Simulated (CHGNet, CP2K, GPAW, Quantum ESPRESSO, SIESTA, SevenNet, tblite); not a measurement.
# Which run comes nearest? Twisted h-SiC/h-AlN monolayer on bilayer, 46.83° (114 atoms)

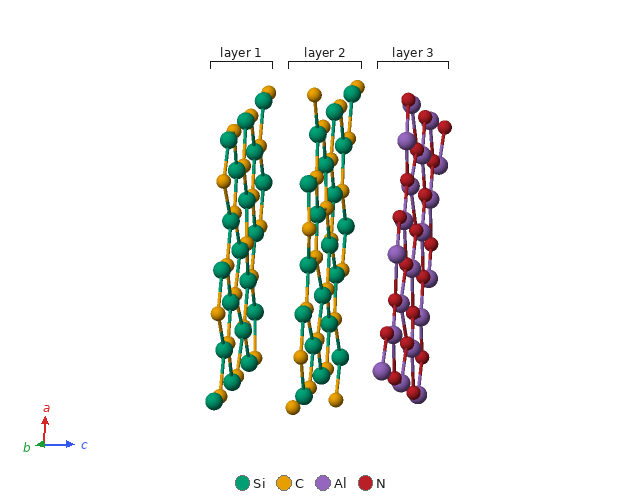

The cell (silicon teal, carbon orange, aluminium purple, nitrogen red). Bonds to atoms that aren't drawn are left out. Some periodic images of atoms are drawn too.

The cell holds 114 atoms: 38 Si, 38 C, 19 Al and 19 N. Its edges and angles: a = 13.578 Å, b = 13.578 Å, c = 18.580 Å, α = 90.0°, β = 90.0°, γ = 120.0°. It derives from SiC. h-SiC (a = 3.1 Å) under h-AlN (a = 3.13 Å), monolayer on bilayer, commensurate cell of 19 unit cells a layer, twist 46.83 deg, both strained to the mean lattice constant; facing planes 3.19, 3.39 Å apart; 12 Å of vacuum; layers as built, displaced by a Gaussian of 0.01 Å. Then every atom was moved at random, 0.05 Å r.m.s. a Cartesian component. Regions: layer 1, 38 atoms (19 Si and 19 C); layer 2, 38 atoms (19 Si and 19 C); layer 3, 38 atoms (19 Al and 19 N). Vacuum lies along c.

Geometry: as built.

The reference, a calculation:

| Quantity | Value |
| --- | --- |
| method | Kohn-Sham DFT, PBE, SSSP efficiency 1.3.0 pseudopotentials, plane waves (Quantum ESPRESSO 7.5); sssp-pbe-1.3.0-efficiency, cutoffs 60/480 Ry, Γ point |
| r.m.s. force component | 1.783 eV/Å |
| longest force | 8.011 eV/Å |
| gap (highest filled to lowest empty level) | 2.044 eV |
| time | 15 min on 4 MPI ranks of Arm Neoverse V1, shared host |
| CPU time | 60 min |

Runs, in no order:
A. CP2K PBE, SZV-MOLOPT-SR, 600/50 Ry, SIGN filter 1e-04, SCF 1e-05: Kohn-Sham DFT, PBE, GTH-PBE pseudopotentials, Gaussian and plane waves, SZV-MOLOPT-SR-GTH, linear-scaling purification of the density matrix
B. CP2K PBE, SZV-MOLOPT-SR, 600/50 Ry, diagonalisation: Kohn-Sham DFT, PBE, GTH-PBE pseudopotentials, Gaussian and plane waves, SZV-MOLOPT-SR-GTH, diagonalisation
C. CP2K PBE, DZVP-MOLOPT-SR, 600/50 Ry, diagonalisation: Kohn-Sham DFT, PBE, GTH-PBE pseudopotentials, Gaussian and plane waves, DZVP-MOLOPT-SR-GTH, diagonalisation

**Question.** Rank the runs by how far their forces lie from the reference's, least first.

C, B, A.

```
                                                                run  Δ force, r.m.s. (meV/Å)  share of r.m.s. force (%)  CPU time
            C. CP2K PBE, DZVP-MOLOPT-SR, 600/50 Ry, diagonalisation                     59.3                       3.33   9.6 min
             B. CP2K PBE, SZV-MOLOPT-SR, 600/50 Ry, diagonalisation                      297                       16.7     6 min
A. CP2K PBE, SZV-MOLOPT-SR, 600/50 Ry, SIGN filter 1e-04, SCF 1e-05                      442                       24.8   6.2 min
```

The electronic-structure runs sample only Γ, in a cell whose shortest periodic width is 12 Å.

[Logs are printed without paths, hosts, clocks, repeated set-up lines and the standing remarks that a program may print on its own settings, such as how far it seeks lower states.]

[Hosts, paths, dates, database ids (printed as entryN), source tags and the programs' standing remarks are cut or masked in the printed files.]
